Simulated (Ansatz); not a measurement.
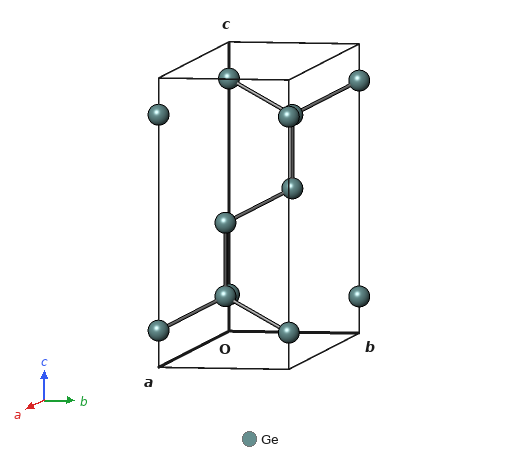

One unit cell is drawn above. Crystal: Ge, the geometry relaxed (final pressure about -2.4 GPa) with Ansatz 0.2.0, DFT PBE, scalar-relativistic, plane waves, PAW. All values are computed from the atomic coordinates in the standard setting (tolerance 0.002 Å).

```yaml
crystal:
  lattice:
    - [4.19589, 0.00000, 0.00000]
    - [-2.09795, 3.63375, 0.00000]
    - [0.00000, 0.00000, 9.86005]
  atoms:
    - { symbol: Ge, position: [0.66667, 0.33333, 0.20642] }
    - { symbol: Ge, position: [0.66667, 0.33333, 0.46025] }
    - { symbol: Ge, position: [0.33333, 0.66667, 0.53975] }
    - { symbol: Ge, position: [0.33333, 0.66667, 0.79358] }
    - { symbol: Ge, position: [0.00000, 0.00000, 0.87309] }
    - { symbol: Ge, position: [0.00000, 0.00000, 0.12691] }
```

Question: What is its point group?

Answer: -3m (D3d), order 12, trigonal system: one threefold axis, three twofold axes, three mirror planes, an inversion centre.

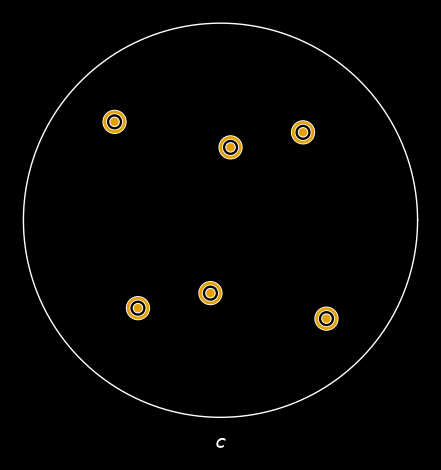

Stereographic projection: filled dots lie in the upper hemisphere, open rings in the lower. The poles are one general form. The b axis points at the viewer.

Question: What does this class allow?

Answer: Class -3m is centrosymmetric, so neither piezoelectric nor pyroelectric; it is not chiral. Its Laue class is -3m.
